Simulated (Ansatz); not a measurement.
Run report: AlAs$_{3}$, geometry relaxation

The run: geometry relaxation of AlAs$_{3}$ (Pm-3m, 4 atoms in the cell). Method and program: DFT r2SCAN, scalar-relativistic, plane waves, PAW, no spin polarisation (Ansatz 0.2.0).

The structure was made by swapping elements on the sites of another compound; it need not be a known phase. It belongs to a series of runs on one base structure; here: ReO3 type (Pm-3m, No. 221).

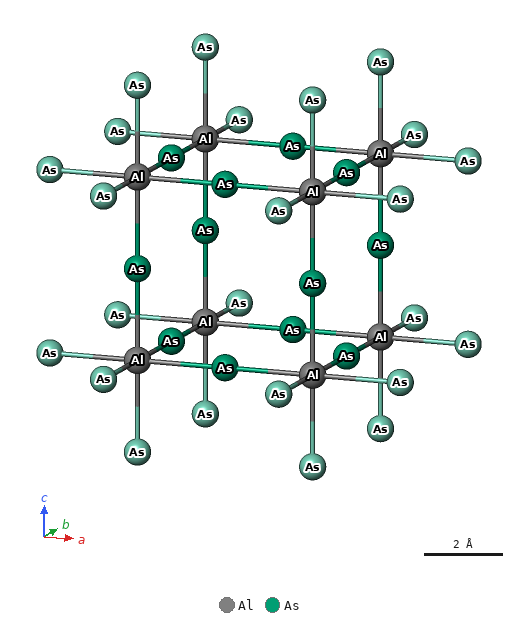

Fig. 1: The starting structure (ball-and-stick view of the cell of the calculation, seen slightly off an axis; neighbours outside the cell are drawn fainter). Near neighbours in the crystal (not all of them lie inside the picture): Al has 6 As at 2.42 Å; As has 2 Al at 2.42 Å.

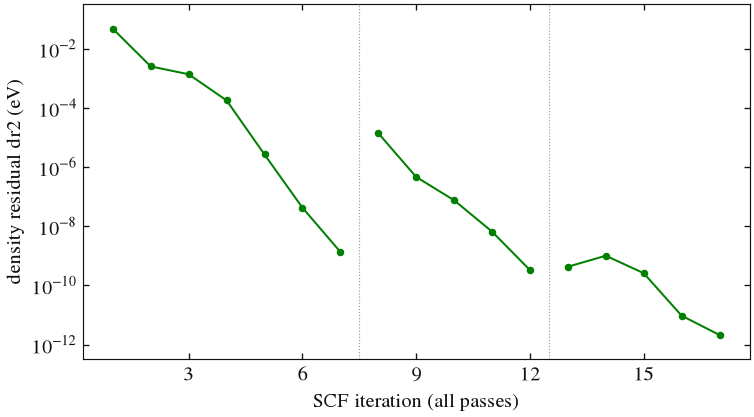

Fig. 2: Convergence of the self-consistent field: density residual dr2 against the SCF iteration. The dotted lines part the SCF passes of the relaxation: geometry steps, rejected trials and re-solves on a re-selected basis. The passes take 7, 5 and 5 iterations.

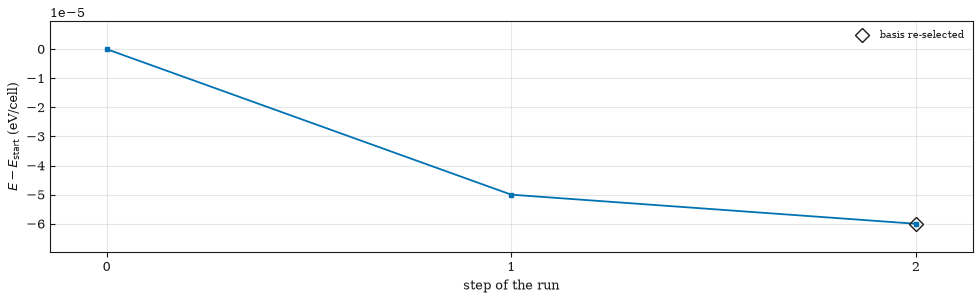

Fig. 3: Progress of the relaxation, step by step (the first geometry is step 0 here and step 1 in the log). No atom moves by more than 0.005 Å relative to the cell. Over 1 geometry step the energy falls by next to nothing (0.0 meV per cell of the calculation). All forces vanish by symmetry, so only the cell relaxes. Pressure: 0.09 GPa at the start and 0.02 GPa at the end. A last SCF at the same geometry on a re-selected plane-wave basis shifts the energy by next to nothing (0.0 meV per cell of the calculation).

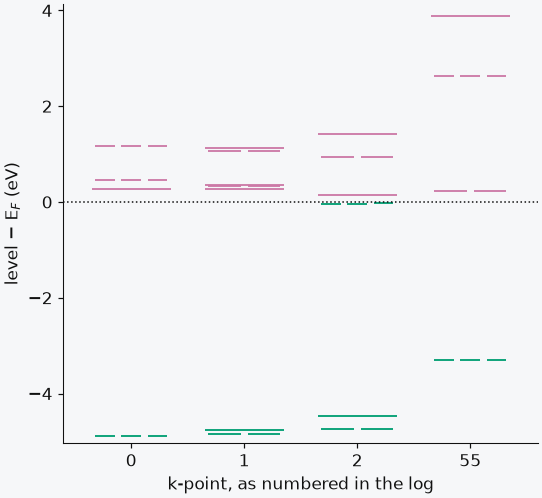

Fig. 4: Kohn–Sham levels near the Fermi level (dotted) at the few k-points that the log prints; levels within 0.02 eV of each other stand side by side. The system is metallic on the full mesh.

These pictures come from the run below.

## Input file
```yaml
crystal:
  lattice:
    - [4.8300048001, 0.0, 0.0]
    - [0.0, 4.8300048001, 0.0]
    - [0.0, 0.0, 4.8300048001]
  atoms:
    - { symbol: Al, position: [0.0, 0.0, 0.0] }
    - { symbol: As, position: [0.5, 0.0, 0.0] }
    - { symbol: As, position: [0.0, 0.5, 0.0] }
    - { symbol: As, position: [0.0, 0.0, 0.5] }
basis:
  ecutwfc: 500
kpoints:
  mp_grid: { grid: [10, 10, 10] }
hamiltonian:
  xc: r2scan
scf:
  occupations: { method: gaussian, width: 0.1 }
output:
  forces: true
  stress: true
  eigenvalues: true
relax:
  adjacent_minimum: "off"
  f_tol: 0.01
  max_steps: 80
  cell: { stress_tol: 0.05 }
```

Run as:
```bash
ansatz run input.yaml --threads 1 --pin off --max-ram 2560MiB --backend cpu --events-out ev --progress --plain --runs-dir out
```

## Output
```
Engine: ansatz 0.2.0, x86_64-unknown-linux-gnu
Pseudopotentials: kind: paw
Pseudopotential: Al, paw, valence charge 3, recommended cutoff 500 eV (meta_gga), Al.paw.azcp
Pseudopotential: As, paw, valence charge 15, recommended cutoff 500 eV (meta_gga), As.paw.azcp
Functional definition: r2SCAN
  parameter k0 = 0.174
  parameter k1 = 0.065
  parameter a1 = 4.9479
  exchange = r2scan_x(k0 = k0, k1 = k1, a1 = a1)
  correlation = r2scan_c
Crystal: 4 atoms, lattice volume = 112.679 Å³
Basis set: ecut = 500 eV, 2897 PW (Γ), exchange–correlation on 144×144×144 points (64 copies of the dense FFT grid, shifted against one another)
Bands: 29, of which v1, the nominal top of the filled ones, is band 24 counted from 1 (23 counted from 0)
Symmetry: 48 space group operations
Space group: Pm-3m (ITA 221), of the structure as read, at distance tolerance 4.8e-5 Å
k-points: 56 of 1000
Non-local potential: Al, projectors of the file, l = 0: 2, l = 1: 2, l = 2: 1
Non-local potential: As, projectors of the file, l = 0: 2, l = 1: 2, l = 2: 3, l = 3: 1
PAW form: soft (Blöchl's): semilocal exchange-correlation on the pseudo side does not see the compensation charge
PAW frozen core: Al, regenerated for the run's functional (the file was generated under x = pbe(κ = 0.804, μ = 0.2195149727645171), c = pbe(β = 0.06672455060314922))
PAW frozen core: As, regenerated for the run's functional (the file was generated under x = pbe(κ = 0.804, μ = 0.2195149727645171), c = pbe(β = 0.06672455060314922))
PAW one-centre angular grid: Al, 302 points (default); XC on 160 Gauss nodes
PAW one-centre angular grid: As, 590 points (default); XC on 160 Gauss nodes
Initial density: superposition of atomic densities (neutral atoms: chi_scale 0, normalization atom), corrected by the library's trained network
Initial wavefunctions: pseudopotential atomic-orbital guess
Functional: x = r2scan, c = r2scan; τ floored in thin density (d = 2e-4 eV/Å³)
SCF iter   1: F=—  HF=-15130.972004 eV  |F-HF|=—  |Δ(HF+E_count)|=         —  Δρ=5.49e-3  dr2=4.72e-2  dr2_τ=1.09e-2  ethr=1.77e-3  ⟨swp⟩=6.4  Hψ=6948  notcnv=0
preconditioner: auto → LDOS  [metal: Δε(μ)=0.021 eV  Ē_g=8.102 eV  σ=0.100 eV  W_gap=0.12  n_scr=26 (ndim 8)  ℏωp=14.8 eV  f_vac=0.137  D(μ)=2.59/eV (n_scr^D=18)  β→1.0]
SCF iter   2: F=—  HF=-15131.000480 eV  |F-HF|=—  |Δ(HF+E_count)|=   2.85e-2  Δρ=1.99e-3  dr2=2.52e-3  dr2_τ=1.42e-4  ethr=9.83e-5  ⟨swp⟩=2.0  Hψ=3670  notcnv=0  defer=26
SCF iter   3: F=—  HF=-15130.994565 eV  |F-HF|=—  |Δ(HF+E_count)|=   5.92e-3  Δρ=9.05e-4  dr2=1.37e-3  dr2_τ=1.37e-5  ethr=5.24e-6  ⟨swp⟩=2.1  Hψ=3219  notcnv=0  defer=26
SCF iter   4: F=—  HF=-15130.993991 eV  |F-HF|=—  |Δ(HF+E_count)|=   5.73e-4  Δρ=3.16e-4  dr2=1.79e-4  dr2_τ=1.05e-6  ethr=2.86e-6  ⟨swp⟩=2.0  Hψ=2940  notcnv=0  defer=26
SCF iter   5: F=—  HF=-15130.993935 eV  |F-HF|=—  |Δ(HF+E_count)|=   5.66e-5  Δρ=4.13e-5  dr2=2.66e-6  dr2_τ=5.23e-8  ethr=3.73e-7  ⟨swp⟩=2.0  Hψ=2942  notcnv=0  defer=26
SCF iter   6: F=—  HF=-15130.993936 eV  |F-HF|=—  |Δ(HF+E_count)|=   1.07e-6  Δρ=4.96e-6  dr2=4.25e-8  dr2_τ=5.70e-10  ethr=2.08e-10  ⟨swp⟩=6.6  Hψ=8054  notcnv=0
SCF iter   7: F=-15130.993936 eV  HF=-15130.993936 eV  |F-HF|=3.58e-10  |Δ(HF+E_count)|=   3.63e-8  Δρ=1.03e-6  dr2=1.36e-9  dr2_τ=2.37e-11  ethr=8.86e-11  ⟨swp⟩=1.8  Hψ=5319  notcnv=0
SCF 1 converged in 7 iterations: F = -15130.993936 eV  dr2 = 1.36e-9
  greatest PAW one-centre occupation: 0.999 electrons in one spin orbital (limit 2), on the As atom at site 2 (counted from 0), in its partial waves of l = 2
relax step   1: F+E_penalty+E_count = -15130.99393582 eV  Δ(F+E_penalty+E_count) = +0.000e0 eV  max|allowed force component| = 1.166e-29 eV/Å  Δτ_max = 0.0000 Å  P = +0.094 GPa  Ω = 112.679 Å³  (7 SCF iters, dr2 threshold 1.00e-7 eV, accepted)
Crystal: 4 atoms, lattice volume = 112.860 Å³
Initial density: handed on by an earlier stage of this run
Initial wavefunctions: those handed on with the density
iter 1 solved again at ethr=2.92e-8 eV; its pass at ethr=3.10e-3 eV (dr2=1.40e-5 eV) is discarded
SCF iter   1: F=—  HF=-15130.993960 eV  |F-HF|=—  |Δ(HF+E_count)|=         —  Δρ=7.16e-5  dr2=1.40e-5  dr2_τ=4.68e-6  ethr=2.92e-8  ⟨swp⟩=2.0  Hψ=8010  notcnv=0
preconditioner: auto → LDOS  [metal: Δε(μ)=0.011 eV  Ē_g=8.070 eV  σ=0.100 eV  W_gap=0.06  n_scr=26 (ndim 8)  ℏωp=14.8 eV  f_vac=0.146  D(μ)=2.57/eV (n_scr^D=18)  β→1.0]
SCF iter   2: F=—  HF=-15130.993985 eV  |F-HF|=—  |Δ(HF+E_count)|=   2.59e-5  Δρ=2.38e-5  dr2=4.64e-7  dr2_τ=2.38e-8  ethr=2.91e-8  ⟨swp⟩=2.0  Hψ=2130  notcnv=0
SCF iter   3: F=—  HF=-15130.993986 eV  |F-HF|=—  |Δ(HF+E_count)|=   6.41e-7  Δρ=5.68e-6  dr2=7.56e-8  dr2_τ=7.40e-10  ethr=4.57e-11  ⟨swp⟩=6.4  Hψ=7561  notcnv=0
SCF iter   4: F=—  HF=-15130.993986 eV  |F-HF|=—  |Δ(HF+E_count)|=   1.94e-8  Δρ=2.51e-6  dr2=6.60e-9  dr2_τ=2.41e-10  ethr=4.57e-11  ⟨swp⟩=4.7  Hψ=5962  notcnv=0
SCF iter   5: F=-15130.993986 eV  HF=-15130.993986 eV  |F-HF|=2.29e-10  |Δ(HF+E_count)|=   1.56e-9  Δρ=5.71e-7  dr2=3.31e-10  dr2_τ=1.15e-11  ethr=1.38e-11  ⟨swp⟩=4.5  Hψ=5419  notcnv=0
SCF 2 converged in 5 iterations: F = -15130.993986 eV  dr2 = 3.31e-10
relax step   2: F+E_penalty+E_count = -15130.99398615 eV  Δ(F+E_penalty+E_count) = -5.033e-5 eV  max|allowed force component| = 8.661e-30 eV/Å  Δτ_max = 0.0000 Å  P = +0.016 GPa  Ω = 112.860 Å³  energy of the carried Pulay correction = -1.165e-5 eV  (5 SCF iters, dr2 threshold 2.19e-8 eV, accepted)
Initial wavefunctions: pseudopotential atomic-orbital guess (no wavefunctions were taken with the density)
iter 1 solved again at ethr=1.52e-7 eV; its pass at ethr=3.10e-3 eV (dr2=7.31e-5 eV) is discarded
SCF iter   1: F=—  HF=-15130.993995 eV  |F-HF|=—  |Δ(HF+E_count)|=         —  Δρ=7.60e-7  dr2=4.28e-10  dr2_τ=1.23e-10  ethr=1.52e-7  ⟨swp⟩=3.0  Hψ=10784  notcnv=0
eigensolver tolerance schedule: the retry pair's looser diagonalisation over-reported the residual by 170763.57 of it (diagonalisation noise at an unbounded share of the residual, at the tolerance the schedule requests for it); recorded, not acted on — ethr = c·dr2/N_el stays at c = 1.0e-1
preconditioner: auto → LDOS  [metal: Δε(μ)=0.010 eV  Ē_g=8.071 eV  σ=0.100 eV  W_gap=0.05  n_scr=26 (ndim 8)  ℏωp=14.8 eV  f_vac=0.145  D(μ)=2.57/eV (n_scr^D=18)  β→1.0]
SCF iter   2: F=—  HF=-15130.993996 eV  |F-HF|=—  |Δ(HF+E_count)|=   3.74e-7  Δρ=9.52e-7  dr2=1.01e-9  dr2_τ=2.96e-11  ethr=1.00e-12  ⟨swp⟩=4.0  Hψ=4579  notcnv=0
SCF iter   3: F=—  HF=-15130.993996 eV  |F-HF|=—  |Δ(HF+E_count)|=  2.93e-10  Δρ=4.73e-7  dr2=2.60e-10  dr2_τ=6.67e-12  ethr=1.00e-12  ⟨swp⟩=2.0  Hψ=2962  notcnv=0
SCF iter   4: F=—  HF=-15130.993996 eV  |F-HF|=—  |Δ(HF+E_count)|=  3.46e-11  Δρ=9.94e-8  dr2=9.52e-12  dr2_τ=7.34e-13  ethr=1.00e-12  ⟨swp⟩=3.8  Hψ=7461  notcnv=0
SCF iter   5: F=-15130.993996 eV  HF=-15130.993996 eV  |F-HF|=7.28e-12  |Δ(HF+E_count)|=  9.09e-12  Δρ=3.96e-8  dr2=2.11e-12  dr2_τ=3.23e-14  ethr=1.00e-12  ⟨swp⟩=4.1  Hψ=5060  notcnv=0
SCF 3 converged in 5 iterations: F = -15130.993996 eV  dr2 = 2.11e-12
relax step   3: F+E_penalty+E_count = -15130.99399569 eV  Δ(F+E_penalty+E_count) = -9.545e-6 eV  max|allowed force component| = 1.405e-30 eV/Å  Δτ_max = 0.0000 Å  P = +0.016 GPa  Ω = 112.860 Å³  stress off target by 1.65e-2 GPa  SCF on the basis re-selected at this cell (its energy is not comparable with the rows above)  (5 SCF iters)
basis re-selected at this cell: Δ(F+E_penalty+E_count) = -9.545e-6 eV, ΔP = +0.000 GPa vs the last step (what re-selecting the basis moved, of the pressure what is left beyond the Pulay correction that the steps carried, after the strain that the cell walked since its last selection, with what the two solves' SCF thresholds leave and, on support functions, any second-order correction that the steps lacked; it is no measure of the basis error at this ecutwfc). This SCF's stress stands 1.65e-2 GPa from its target on what of the cell is left free (relax.cell.stress_tol is 5.00e-2 GPa) and its largest allowed force component is 1.41e-30 eV/Å (relax.f_tol is 1.00e-2 eV/Å): within both
SCF converged after 5 iterations
Free energy (F): -15130.993996 eV
Harris-Foulkes:  -15130.993996 eV  (|F-HF|=7.28e-12)
Internal energy: -15130.981164 eV  (E = F + TS)
E sigma→0 (E₀):  -15130.987580 eV
Entropy (-TS):   -0.012832 eV (-3.208 meV/atom)
Fermi energy:    5.270709 eV
--- Per-component energies (eV) ---
  E_band       = -939.706598
  E_kinetic    = 329.310887
  E_local      = -6501.841686  (includes V_loc(G=0)·N_el)
  E_nonlocal   = -2002.727583
  E_hartree    = 3419.911430
  E_xc         = -256.418052
  E_vxc        = -281.419175  (∫ρ·V_xc dr)
  E_paw        = -6013.203579  (= ΣΔE_a)
  E_vpaw       = 661.847951  (= ΣTr[D̂ρ^β])
  E_aug_tail   = -0.000019  (compensation charges beyond the density's cutoff)
  E_vtau       = 15.300084  (kinetic-family band-sum trace: ∫τ·v_τ [+ j·A + Jᵃ·Aᵃ] dr)
  E_ewald      = -4101.580230
  E_core_change = -4.432331  (= ΣΔE_core)
  E_smearing   = -0.012832  (= −TS)
  E_closure    = 0.000000  (closes the sum)
  Σ components = -15130.993996   (vs F -15130.993996, Δ=0.00e0)
--- Forces (eV/Å), atoms counted from 1 ---
  atom   1  Al     0.00000000    -0.00000000    -0.00000000
  atom   2  As    -0.00000000     0.00000000     0.00000000
  atom   3  As    -0.00000000     0.00000000     0.00000000
  atom   4  As    -0.00000000    -0.00000000     0.00000000
  max |Σ_I F_I| component: 4.37e-30 eV/Å
--- Stress (GPa, compression-positive) ---
        0.016486      -0.000000      -0.000000
       -0.000000       0.016486      -0.000000
       -0.000000      -0.000000       0.016486
  P = ⅓ Tr σ = 0.0165 GPa (0.165 kbar)
--- Band table (eV; the first three rows and the last of 56) ---
  k-point 0: bands = ["-31.2078", "-31.2078", "-31.2060", "-31.2060", "-31.2060", "-31.2009", "-31.1410", "-31.1403", "-31.1403", "-31.1403", "-31.1309", "-31.1309", "-31.1253", "-31.1253", "-31.1253", "-8.0705", "-4.4930", "-4.4930", "0.3910", "0.3910", "0.3910", "5.5346", "5.7213", "5.7213", "5.7213", "6.4290", "6.4290", "6.4290", "10.8193"]
  k-point 1: bands = ["-31.2078", "-31.2077", "-31.2060", "-31.2060", "-31.2060", "-31.2010", "-31.1408", "-31.1403", "-31.1400", "-31.1400", "-31.1311", "-31.1309", "-31.1257", "-31.1257", "-31.1253", "-8.0241", "-4.6246", "-4.4875", "0.4276", "0.4276", "0.5049", "5.5371", "5.6066", "5.6066", "5.6301", "6.3266", "6.3266", "6.3887", "10.8494"]
  k-point 2: bands = ["-31.2078", "-31.2073", "-31.2060", "-31.2060", "-31.2060", "-31.2014", "-31.1403", "-31.1401", "-31.1389", "-31.1389", "-31.1316", "-31.1309", "-31.1267", "-31.1267", "-31.1253", "-7.8896", "-4.9641", "-4.4730", "0.5296", "0.5296", "0.7981", "5.2298", "5.2298", "5.2420", "5.4089", "6.2164", "6.2164", "6.6964", "10.9325"]
  k-point 55: bands = ["-31.2084", "-31.2057", "-31.2057", "-31.2057", "-31.2048", "-31.2048", "-31.1379", "-31.1379", "-31.1379", "-31.1310", "-31.1310", "-31.1310", "-31.1299", "-31.1299", "-31.1299", "-5.7164", "-5.7164", "-5.7164", "-3.1181", "1.9778", "1.9778", "1.9778", "5.4926", "5.4926", "7.9106", "7.9106", "7.9106", "9.1552", "10.4278"]
--- Relaxed structure (2 steps of the walk, 2 accepted, 1 SCFs on fresh bases) ---
  F+E_penalty+E_count = -15130.99399569 eV   max|allowed force component| = 1.405e-30 eV/Å   (the final SCF, on the basis selected at the relaxed cell)
  cell:  # Å, volume = 112.8596 Å³
    - [4.832585296775444, -2.5679065925163143e-34, 0.0]
    - [-2.5679065925163143e-34, 4.832585296775444, 1.2839532962581572e-34]
    - [0.0, 1.2839532962581572e-34, 4.832585296775444]
  atoms:
    - { symbol: Al, position: [-8.112444324402812e-40, -6.337847128439695e-41, 0.0] }
    - { symbol: As, position: [0.5, -6.337847128508921e-41, 1.027824262469583e-85] }
    - { symbol: As, position: [2.433733297319629e-39, 0.5, 2.0281110810907816e-40] }
    - { symbol: As, position: [8.112444324402812e-40, -3.675951334513792e-40, 0.5] }
```

## Trajectory as extended XYZ (Å, eV, eV/Å), 3 frames, from step=1 to step=3
```
4
Lattice="4.8300 0.0000 0.0000 0.0000 4.8300 0.0000 0.0000 0.0000 4.8300" Properties=species:S:1:pos:R:3:forces:R:3 step=1 energy=-15130.99394 pressure_GPa=0.09
Al    0.0000    0.0000    0.0000    0.0000   0.0000   0.0000
As    2.4150    0.0000    0.0000    0.0000   0.0000   0.0000
As    0.0000    2.4150    0.0000    0.0000   0.0000   0.0000
As    0.0000    0.0000    2.4150    0.0000   0.0000   0.0000
4
Lattice="4.8326 0.0000 0.0000 0.0000 4.8326 0.0000 0.0000 0.0000 4.8326" Properties=species:S:1:pos:R:3:forces:R:3 step=2 energy=-15130.99399 pressure_GPa=0.02
Al    0.0000    0.0000    0.0000    0.0000   0.0000   0.0000
As    2.4163    0.0000    0.0000    0.0000   0.0000   0.0000
As    0.0000    2.4163    0.0000    0.0000   0.0000   0.0000
As    0.0000    0.0000    2.4163    0.0000   0.0000   0.0000
4
Lattice="4.8326 0.0000 0.0000 0.0000 4.8326 0.0000 0.0000 0.0000 4.8326" Properties=species:S:1:pos:R:3:forces:R:3 step=3 energy=-15130.99400 pressure_GPa=0.02
Al    0.0000    0.0000    0.0000    0.0000   0.0000   0.0000
As    2.4163    0.0000    0.0000    0.0000   0.0000   0.0000
As    0.0000    2.4163    0.0000    0.0000   0.0000   0.0000
As    0.0000    0.0000    2.4163    0.0000   0.0000   0.0000
```

## Key numbers

| quantity | value |
| --- | --- |
| outcome | converged |
| space group (tolerance 0.01 Å) | Pm-3m (221) |
| electrons treated | 48 |
| free energy | −15130.9940 eV |
| Fermi energy | 5.271 eV |
| gap on the k-point mesh | none (metallic) |
| pressure | 0.02 GPa |
| final volume | 112.86 Å³ |
| largest force (length of the vector) at the end | under 0.001 eV/Å |
| final cell | a = 4.833 Å, b = 4.833 Å, c = 4.833 Å, α = 90.00°, β = 90.00°, γ = 90.00° |
| hardware | 1 thread of Intel Xeon @ 2.50GHz (Skylake/Cascade Lake), 192 GiB of memory available, shared host |
| wall time | 1.7 min |
| peak memory | 0.73 GiB |
